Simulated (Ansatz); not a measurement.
```
W
1.0
     3.58600    0.00000    0.00000
     0.00000    3.58600    0.00000
     0.00000    0.00000    2.53530
W
2
Direct
  0.00000 0.00000 0.00000
  0.50000 0.50000 0.50000
```

Space group I4/mmm; computed pressure about 14 GPa in this cell.

Level of theory: DFT PBE, scalar-relativistic, plane waves, PAW (Ansatz).

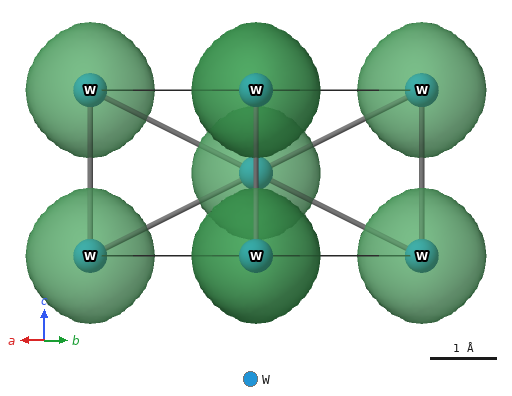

W. Isosurface of the valence charge density (pseudo) at 0.8 e/Å³ (green), seen along [110]. Sticks mark near contacts.

Core electrons are frozen (PAW), and the valence fields are smoothed inside the atomic spheres.

How is the density connected at this value?

Answer. At this value the density breaks into separate islands; it holds about 65 % of the electrons treated as valence (semicore included). It bridges none of the near contacts. It is pinched off along the sampled W–W (2.54 Å) and W–W (2.83 Å) contacts. On the grid the lowest density along these lines, outside the cores, is 0.6 e/Å³ (W–W, 2.54 Å) and 0.37 e/Å³ (W–W, 2.83 Å).

Metal or insulator at this level of theory?

Answer. It is gapless in this calculation (a metal or semimetal).
